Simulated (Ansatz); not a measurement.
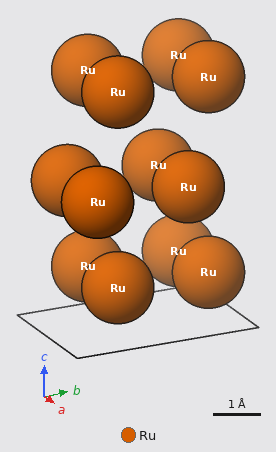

A slab of composition Ru (cut from the P6_3/mmc phase), before the constrained relaxation. Style: spheres-only. Shown: the 2 × 2 repeat of the cell, outlined in the plane, without the vacuum, slightly off an axis.

Case: clean slab, lower half held. The slab is the (0 0 1) face of Ru. 1 atoms are held fixed.

Theory: Ansatz 0.2.0, DFT PBEsol, scalar-relativistic, plane waves, PAW.

Input file:
```yaml
crystal:
  lattice:
    - [2.6895239996, 0.0, 0.0]
    - [-1.3447619998, 2.3291961078, 0.0]
    - [0.0, 0.0, 21.2519209491]
  atoms:
    - { symbol: Ru, position: [0.3333333333, 0.6666666667, 0.3999638442] }
    - { symbol: Ru, position: [0.6666666667, 0.3333333333, 0.5] }
    - { symbol: Ru, position: [0.3333333333, 0.6666666667, 0.6000361558] }
basis:
  ecutwfc: 420
kpoints:
  mp_grid: { grid: [12, 12, 1] }
hamiltonian:
  xc: pbesol
scf:
  occupations: { method: gaussian, width: 0.1 }
output:
  forces: true
  eigenvalues: true
  write_density: true
  write_potential: true
  elf: true
  volumetric_format: npy
relax:
  adjacent_minimum: "off"
  f_tol: 0.03
  max_steps: 70
  constraints: [{ sites: [0] }]
efield:
  axis: 3
  dipole_correction: true
  ramp_width: 0.04
```

Run as
```bash
ansatz run input.yaml --threads 2 --pin off --max-ram 5120MiB --backend cpu --events-out ev --progress --plain --runs-dir out
```

Where does the constrained relaxation end?

Answer. After 3 geometry steps the energy has fallen by 77.9 meV per cell of the calculation. The largest force component goes from 1 to 0.00066 eV/Å. Ru3 moves most: 0.15 Å along the normal (−c). The cell doesn't change. Near-neighbour distances that change, for instance: Ru1–Ru2 2.633 → 2.573 Å. The run took 19 s on 2 threads of Arm Neoverse V1, on a shared host, peak memory 0.37 GiB.

The end point in the same view:

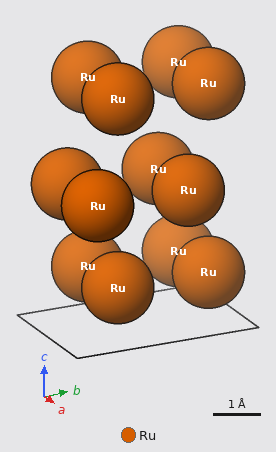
